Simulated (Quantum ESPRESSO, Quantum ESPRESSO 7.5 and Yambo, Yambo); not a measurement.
# SiC (P6_3mc): one start, several treatments of the self-energy

Wanted: the gap of SiC (P6_3mc) under several approximations, with cost.

Calculated with Quantum ESPRESSO 7.5 and Yambo 5.3.0; PBE and many-body steps on it, plane waves.

**Experimental background.**

- Gap 3.02 eV: band gap at cryogenic temperature; bulk crystal (literature value) (quoted in “Silicon carbide diodes for neutron detection”, 2020, arxiv:2009.14696).

- Gap 3 eV: optical absorption onset, approximate; UV-Vis-NIR transmission; bulk crystal (400 micron semi-insulating 6H-SiC wafer) (“Effects of energetic ion irradiation on WSe2/SiC heterostructures”, 2017, pmc:5482891).

- Gap 3.03 eV: indirect gap, experimental literature value; quoted from earlier experiment; bulk crystal (quoted in “Charge spill-out and work function of few-layer graphene on SiC(0001)”, 2018, arxiv:1806.04908).

Report form: the programs' logs are mostly left out.

## (1) The structure

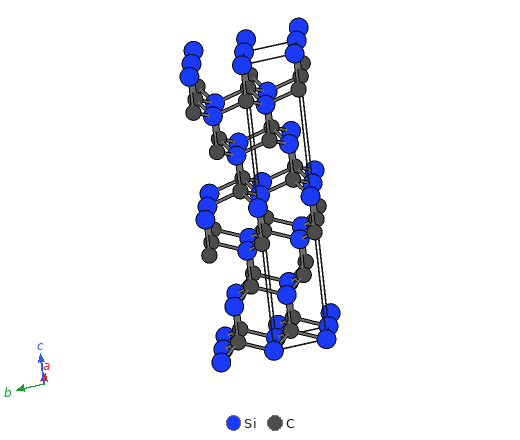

The cell as given, from a free direction (silicon blue, carbon dark grey). 2×2×1 cells are drawn. Bonds to atoms that aren't drawn are left out. Some periodic images of atoms are drawn too.

The cell and positions are those that the Materials Project relaxed with its own functionals (PBE, PBE+U or r2SCAN), kept fixed.

## (2) Empty states on the mesh, 6×6×1 mesh, 540 bands

This step: Quantum ESPRESSO 7.5; DFT, PBE, plane waves, norm-conserving pseudopotentials.

The sums over transitions need many empty states on a uniform mesh; this step solves for them.

Input file pw.in:

```
&control
  calculation = 'nscf'
  prefix = 'x'
  outdir = 'o'
  pseudo_dir = 'pseudo'
/
&system
  ibrav = 0
  nat = 12
  ntyp = 2
  ecutwfc = 74.0
  nbnd = 540
  force_symmorphic = .true.
/
&electrons
  conv_thr = 1e-9
  electron_maxstep = 80
  diago_full_acc = .true.
  diago_thr_init = 5e-6
/
ATOMIC_SPECIES
  Si 28.085 Si.upf
  C 12.011 C.upf
CELL_PARAMETERS angstrom
  3.0766210102 -0.0000000000 0.0000000000
  -1.5383105051 2.6644319527 0.0000000000
  0.0000000000 0.0000000000 15.0980843200
ATOMIC_POSITIONS crystal
  Si 0.3333333333 0.6666666667 0.8329861500
  Si 0.6666666667 0.3333333333 0.3329861500
  Si 0.6666666667 0.3333333333 0.6665006000
  Si 0.3333333333 0.6666666667 0.1665006000
  Si 0.0000000000 0.0000000000 0.4997294200
  Si 0.0000000000 0.0000000000 0.9997294200
  C 0.0000000000 0.0000000000 0.8743664100
  C 0.0000000000 0.0000000000 0.3743664100
  C 0.3333333333 0.6666666667 0.7079967800
  C 0.6666666667 0.3333333333 0.2079967800
  C 0.6666666667 0.3333333333 0.5415216400
  C 0.3333333333 0.6666666667 0.0415216400
K_POINTS automatic
  6 6 1 0 0 0
```

On the command line:

```bash
> OMP_NUM_THREADS=1 mpirun -n 4 pw.x -nk 4 -in pw.in > pw.out
```

Wall time 3.2 min (4 MPI ranks of Arm Neoverse V1, shared host); peak memory 2 GiB; 13 min of CPU time.

This step gave:

* gap: 2.027 eV
* k of the valence top: 0, 0, 0
* k of the conduction bottom: 0, -0.5, 0
* least direct gap: 3.130 eV
* k points computed: 7
* lowest point of the top converged band, above the valence top: 133.5747 eV

On this mesh the gap is 2.027 eV.

The density comes from a self-consistent run that is not shown.

## (3) Conversion and set-up

This step: Yambo 5.3.0; conversion and set-up on PBE, plane waves, norm-conserving pseudopotentials.

The states are converted to the many-body program's format and the q mesh is built.

On the command line:

```bash
> (cd o/x.save; p2y > p2y.log; mv SAVE ../..); yambo > setup.log
```

Wall time 2.8 s (1 MPI rank); peak memory 0.24 GiB.

## (4) G0W0, Godby-Needs plasmon pole

G0W0 replaces the xc potential by the self-energy, built once from these orbitals. Only a window of levels is corrected, while the sums run over the empty bands that the input names.

This step: G0W0 on PBE, plane waves, norm-conserving pseudopotentials.

Input file gw2.in:

```
HF_and_locXC
gw0
dyson
ppa
em1d
rim_cut
RandQpts= 1000000
RandGvec= 1 RL
EXXRLvcs= 74 Ry
VXCRLvcs= 296 Ry
Chimod= "HARTREE"
% BndsRnXp
 1 | 234 |
%
NGsBlkXp= 10 Ry
% LongDrXp
 1 | 1 | 1 |
%
% GbndRnge
 1 | 234 |
%
DysSolver= "n"
ExtendOut
PPAPntXp= 27.21138 eV
% QPkrange
 1 | 1 | 23 | 26 |
 4 | 4 | 23 | 26 |
%
```

On the command line:

```bash
> OMP_NUM_THREADS=1 mpirun -n 4 yambo -F gw2.in -J gw2 -C gw2 > gw2.log
```

Elapsed: 8.8 min, on 4 MPI ranks; peak memory 2.6 GiB; 35 min of CPU time.

Numbers from this step:

```yaml
g0w0_gap_on_the_points_computed: 2.633 eV
starting_gap_on_the_mesh: 2.027 eV
k_of_the_valence_top: 0, 0, 0
k_of_the_conduction_bottom: 0, -0.5, 0
least_direct_g0w0_gap_on_the_computed_points: 3.896 eV
z_at_the_valence_top: 0.8008
z_at_the_conduction_bottom: 0.8234
```

The gap on the mesh goes from 2.03 eV to 2.63 eV, a correction of +0.61 eV.

## (5) One-shot COHSEX

This step: one-shot COHSEX on PBE, plane waves, norm-conserving pseudopotentials.

Input file gw4.in:

```
HF_and_locXC
gw0
dyson
cohsex
em1s
rim_cut
RandQpts= 1000000
RandGvec= 1 RL
EXXRLvcs= 74 Ry
VXCRLvcs= 296 Ry
Chimod= "HARTREE"
% BndsRnXs
 1 | 234 |
%
NGsBlkXs= 10 Ry
% LongDrXs
 1 | 1 | 1 |
%
% GbndRnge
 1 | 234 |
%
DysSolver= "n"
ExtendOut
% QPkrange
 1 | 1 | 23 | 26 |
 4 | 4 | 23 | 26 |
%
```

On the command line:

```bash
> OMP_NUM_THREADS=1 mpirun -n 4 yambo -F gw4.in -J gw4 -C gw4 > gw4.log
```

Elapsed: 5.2 min, on 4 MPI ranks; peak memory 2.6 GiB.

Numbers from this step:

```yaml
quasiparticle_gap_on_the_points_computed: 3.438 eV
starting_gap_on_the_mesh: 2.027 eV
k_of_the_valence_top: 0, 0, 0
k_of_the_conduction_bottom: 0, -0.5, 0
least_direct_quasiparticle_gap_on_the_computed_points: 4.694 eV
z_at_the_valence_top: 1
z_at_the_conduction_bottom: 1
```

Against G0W0 in Yambo (6×6×1 mesh, 234 bands, screening to 136.1 eV, Godby-Needs plasmon pole), the gap moves by +0.805 eV.

## (6) One-shot Hartree-Fock

This step: one-shot Hartree-Fock on PBE, plane waves, norm-conserving pseudopotentials.

Input file gw5.in:

```
HF_and_locXC
rim_cut
RandQpts= 1000000
RandGvec= 1 RL
EXXRLvcs= 74 Ry
VXCRLvcs= 296 Ry
% QPkrange
 1 | 1 | 23 | 26 |
 4 | 4 | 23 | 26 |
%
```

On the command line:

```bash
> OMP_NUM_THREADS=1 mpirun -n 4 yambo -F gw5.in -J gw5 -C gw5 > gw5.log
```

Run time: 9.6 s. Hardware: 4 MPI ranks; peak memory 2.1 GiB.

Numbers from this step:

```yaml
quasiparticle_gap_on_the_mesh: 8.565 eV
starting_gap_on_the_mesh: 2.027 eV
k_of_the_valence_top: 0, 0, 0
k_of_the_conduction_bottom: 0, -0.5, 0
least_direct_quasiparticle_gap_on_the_computed_points: 10.13 eV
```

Against G0W0 in Yambo (6×6×1 mesh, 234 bands, screening to 136.1 eV, Godby-Needs plasmon pole), the gap moves by +5.933 eV.

## (7) Side by side

Times are wall times on 4 MPI ranks of Arm Neoverse V1, shared host, good to a factor of about two.

| run | mesh | bands | screening cutoff (eV) | DFT gap (eV) | gap on the mesh (eV) | direct (eV) | time |
| --- | --- | --- | --- | --- | --- | --- | --- |
| G0W0, Godby-Needs plasmon pole | 6×6×1 | 234 | 136.1 | 2.027 | 2.633 | 3.896 | 8.8 min |
| one-shot COHSEX | 6×6×1 | 234 | 136.1 | 2.027 | 3.438 | 4.694 | 5.2 min |
| one-shot Hartree-Fock | 6×6×1 | - | - | 2.027 | 8.565 | 10.135 | 9.6 s |

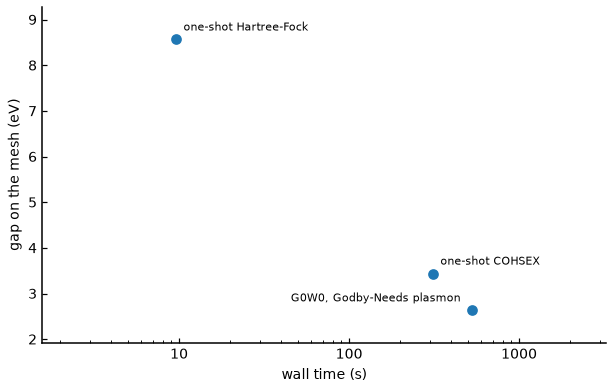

Result against wall time.

## (8) What came out

```yaml
g0w0_godby_needs_plasmon_pole: 2.633 eV
one_shot_cohsex: 3.438 eV
one_shot_hartree_fock: 8.565 eV
known_limits: not at the basis limit; coarse k mesh
```

One-shot COHSEX: +0.805 eV against G0W0, Godby-Needs plasmon pole. One-shot Hartree-Fock: +5.933 eV against G0W0, Godby-Needs plasmon pole. Bare exchange alone opens the gap to 8.57 eV; against G0W0, correlation takes back 5.93 eV. Static COHSEX lies above G0W0: it lacks the factor Z and overstates the Coulomb hole of the filled states. Against experiment, by G0W0, Godby-Needs plasmon pole: the gap of 2.63 eV lies −0.39 eV from the measured 3.02 eV (kind not stated, quoted 2020); the gap of 2.63 eV lies −0.37 eV from the measured 3 eV (optical, 2017); the gap of 2.63 eV lies −0.40 eV from the measured 3.03 eV (indirect, quoted 2018). An exciton line or allowed optical edge lies below the quasiparticle gap by the binding energy; a forbidden edge can push the onset above it. These are gaps on the mesh, at modest bands and cutoff. The calculation has static nuclei and no excitons; a measured gap holds zero-point and thermal motion, which mostly lowers it. Bands and cutoff are finite, so the gap is not at the basis limit. The miss can reach some tenths of an eV and take either sign; the mesh is an error of its own. The 6×6×1 mesh is coarse for this cell, which bears on the long-range parts of exchange and screening.

[Paths, hosts, dates, memory and timing lines, banners, echoed tables and standing remarks are left out of the program output.]

[Logs are printed without paths, hosts, clocks, repeated set-up lines and the standing remarks that a program may print on its own settings, such as how far it seeks lower states.]

[Runs of the session that timed out or met a known fault of the program may be left out.]

[Hosts, paths, dates, database ids (printed as entryN), source tags and the programs' standing remarks are cut or masked in the printed files.]
